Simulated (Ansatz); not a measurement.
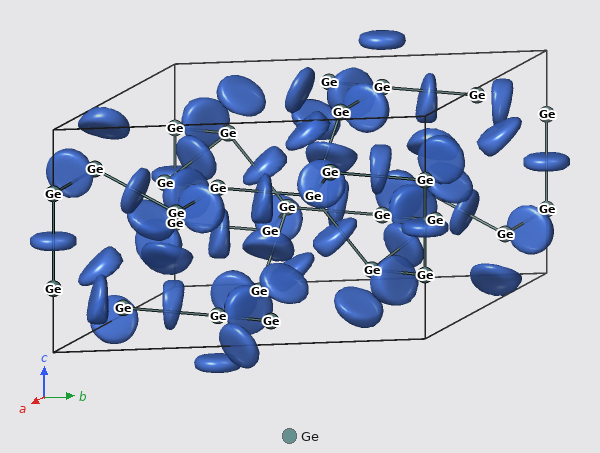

Figure. Ge. Isosurface of the ELF at 0.65 (blue), seen slightly off an axis. Only the valence region is drawn (cores and ρ < 0.01 e/Å³ removed). Sticks mark near contacts.

Space group R-3; a structure from a database of computed crystals, not necessarily the ambient phase.

The calculation used DFT r2SCAN, scalar-relativistic, plane waves, PAW (Ansatz 0.2.0).

```xyz
24
Lattice="9.8921 0.0000 0.0000 -4.9461 8.5668 0.0000 0.0000 0.0000 5.9103" Properties=species:S:1:pos:R:3 pbc="T T T"
Ge    4.9461    2.8556    0.2731
Ge    0.0000    5.7113    2.2432
Ge    0.0000    0.0000    4.2132
Ge    0.0000    0.0000    1.6970
Ge    4.9461    2.8556    3.6671
Ge    0.0000    5.7113    5.6371
Ge    6.4487    4.8301    0.5162
Ge    1.5026    7.6857    2.4863
Ge    1.5027    1.9744    4.4564
Ge    2.4848    3.1697    0.5162
Ge   -2.4612    6.0253    2.4863
Ge    7.4309    0.3141    4.4564
Ge    5.9047    0.5670    0.5162
Ge    0.9586    3.4227    2.4863
Ge    5.9046    6.2783    4.4564
Ge    3.4434    6.5924    1.4539
Ge    3.4435    0.8812    3.4239
Ge   -1.5027    3.7368    5.3941
Ge   -2.4849    8.2527    1.4539
Ge    7.4073    2.5415    3.4239
Ge    2.4613    5.3971    5.3941
Ge   -0.9585    2.2885    1.4539
Ge    3.9875    5.1441    3.4239
Ge   -0.9586    7.9998    5.3941
```

Question: What do the ELF domains correspond to?

Answer: At this value the surface marks out 30 regions between bonded Ge–Ge atoms and 18 pockets between the atoms, centred on no nucleus (multi-centre or interstitial), counted in one cell of 24 atoms. Any copies at cell faces, edges or corners count once. Profiles from the grid: Ge–Ge (2.46 Å): the ELF peaks at about 0.80 between the atoms. Ge–Ge (2.50 Å): the ELF peaks at about 0.75 between the atoms.

Question: Does the calculation give a band gap?

Answer: It is metallic or semimetallic at this level of theory: no gap opens.
